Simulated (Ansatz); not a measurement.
Input file:

```
crystal:
  lattice:
    - [5.2524320337, 0.0, 0.0]
    - [0.0, 5.2524320337, 0.0]
    - [0.0, 0.0, 3.2014546083]
  atoms:
    - { symbol: Hf, position: [0.2952757076, 0.2952757076, 0.0] }
    - { symbol: Hf, position: [0.7047242924, 0.7047242924, 0.0] }
    - { symbol: Hf, position: [0.7952757076, 0.2047242924, 0.5] }
    - { symbol: Hf, position: [0.2047242924, 0.7952757076, 0.5] }
    - { symbol: "N", position: [0.0, 0.0, 0.0] }
    - { symbol: "N", position: [0.5, 0.5, 0.5] }
basis:
  ecutwfc: 420
kpoints:
  mp_grid: { grid: [8, 8, 12] }
hamiltonian:
  xc: lda
scf:
  occupations: { method: fermi_dirac, width: 0.15 }
output:
  forces: true
  stress: true
  eigenvalues: true
  write_density: true
  write_potential: true
  elf: true
  volumetric_format: npy
relax:
  adjacent_minimum: "off"
  f_tol: 0.001
  max_steps: 60
  cell: { stress_tol: 0.02, p_target: 3.0 }
```

Command:

```sh
ansatz run input.yaml --threads 2 --pin off --max-ram 6144MiB --backend cpu --events-out ev --progress --plain --runs-dir out
```

Below, planes, directions and counts refer to the conventional cell (a = 5.23 Å, b = 5.23 Å, c = 3.19 Å, α = 90.00°, β = 90.00°, γ = 90.00°).

The fields are those of the run's last geometry, not of the input's.

Space group P4₂/mnm; a structure from a database of computed crystals, not necessarily the ambient phase; computed pressure about 3 GPa in this cell.

These are results of DFT LDA, scalar-relativistic, plane waves, PAW (Ansatz), not measurements.

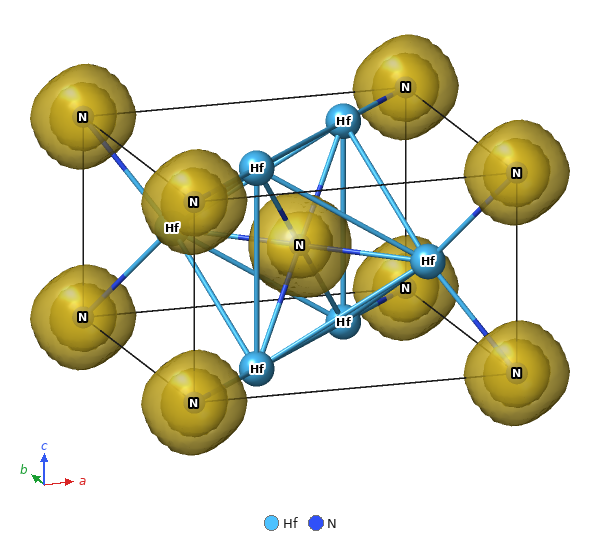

Hf2N. Isosurface of the ELF at 0.75 (yellow), seen slightly off an axis. Core shells and regions of very low density are left out. Sticks mark near contacts.

Identify the bonds, lone pairs and shells in this picture.

At this value the surface marks out two regions wrapped around N (the valence shell of each), counted in one cell of 6 atoms. Any copies at cell faces, edges or corners count once. Profiles from the grid: Hf–N (2.18 Å): the ELF peaks at about 0.80 in the valence shell of N, 0.6 Å from its nucleus, and drops to about 0.15 between the two atoms (no localised pair shows between them). Hf–Hf (3.03 Å): the ELF is about 0.10 at the midpoint (no localised pair shows between them).

Does the calculation make it a metal, or give it a gap?

It is gapless in this calculation (a metal or semimetal).
